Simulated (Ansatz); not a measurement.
Al₂Co

```
CELL_PARAMETERS angstrom
2.63101 0.00000 0.00000
-1.31550 2.27852 0.00000
0.00000 0.00000 7.91743
ATOMIC_POSITIONS crystal
Al 0.00000 0.00000 0.18576
Al 0.00000 0.00000 0.81424
Co 0.00000 0.00000 0.50000
```

Space group P6/mmm; a structure generated by program, which may or may not match a known phase; spin-polarised.

The calculation used DFT PBE, scalar-relativistic, plane waves, PAW (Ansatz 0.2.0).

Predict the valence pseudo-density, electron localisation function and spin density between the atoms.

Answer. Al–Co (2.49 Å): ρ is about 0.29 e/Å³ halfway; the ELF peaks at about 0.65 between the atoms.
Al–Al (2.63 Å): ρ is about 0.26 e/Å³ halfway; the ELF peaks at about 0.75 between the atoms.
Co–Co (2.63 Å): ρ at the midpoint is about 0.26 e/Å³; the ELF is about 0.30 at the midpoint: no localised pair shows between them.
The spin density sits on Co: +1.6 μB in one cell of 3 atoms: parallel main moments, as they must be, since the calculation's own cell holds one magnetic site. The cell of the calculation (3 atoms) carries 1.5 μB of net spin moment.

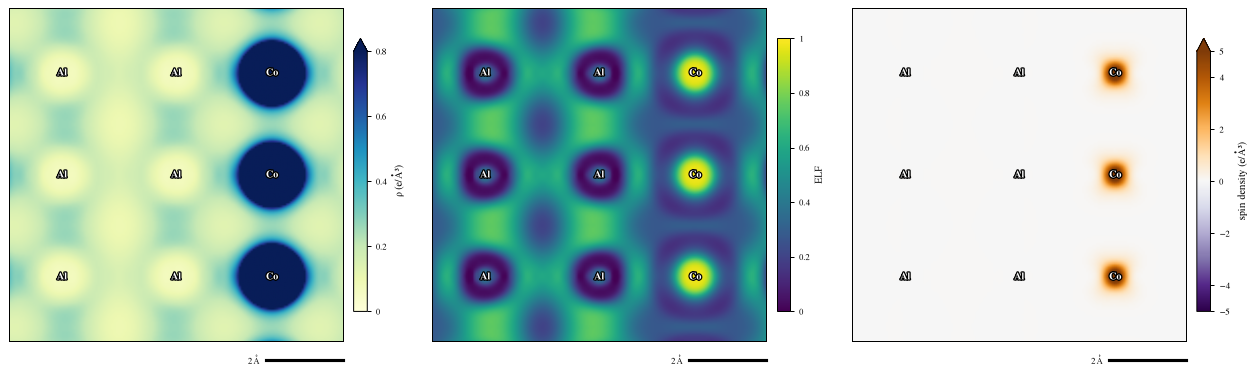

Computed valence pseudo-density, electron localisation function and spin density on the (11̄0) plane of the conventional cell, in this order. 

In a PAW calculation such maps are meaningful between the atoms, not at the nuclei.
